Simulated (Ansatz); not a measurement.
Consider CsH.

Input

```
crystal:
  lattice:
    - [3.891614945, 0.0, 0.0]
    - [0.0, 3.8130657897, 0.0]
    - [0.0, 0.0, 3.8130657897]
  atoms:
    - { symbol: Cs, position: [0.0, 0.0, 0.0] }
    - { symbol: H, position: [0.5, 0.5, 0.5] }
kpoints:
  mp_grid: { grid: [4, 4, 4] }
  band_path:
    path:
      - [0.0, 0.0, 0.0]
      - [0.0, 0.5, 0.0]
      - [0.5, 0.5, 0.0]
      - [0.5, 0.5, 0.5]
      - [0.5, 0.0, 0.0]
    npoints: 1
hamiltonian:
  xc: hse06
scf:
  occupations: { method: fixed }
  n_extra_bands: 4
output:
  forces: true
  stress: true
  eigenvalues: true
  write_density: true
  write_potential: true
  elf: true
  volumetric_format: npy
```

Run with:

```sh
ansatz run input.yaml --threads 4 --pin off --max-ram 3686MiB --backend cpu --events-out ev --progress --plain --runs-dir out
```

Below, planes, directions and counts refer to the conventional cell (a = 3.81 Å, b = 3.81 Å, c = 3.89 Å, α = 90.00°, β = 90.00°, γ = 90.00°).

Space group P4/mmm; a structure from a database of computed crystals, not necessarily the ambient phase; started from the database structure prototype, which need not be the ambient phase; changed on purpose from its base cell (uniaxial x strain +2.1%).

The calculation used Ansatz 0.2.0, DFT, HSE06, plane waves, PAW.

**What can the converged valence pseudo-density and electron localisation function tell about the bonding?**

Cs–H (3.33 Å): the density is about 0.07 e/Å³ at the midpoint; the ELF climbs to about 1 towards the hydrogen.

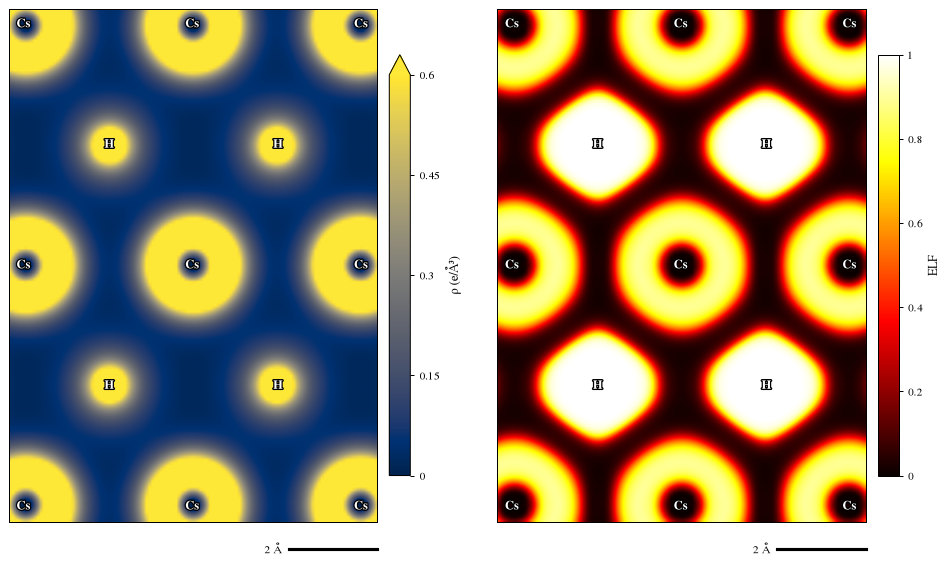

Computed valence pseudo-density and electron localisation function on the (011̄) plane of the conventional cell, in this order. 

The density is the valence pseudo-density of a PAW calculation; it isn't the true density close to the nuclei.
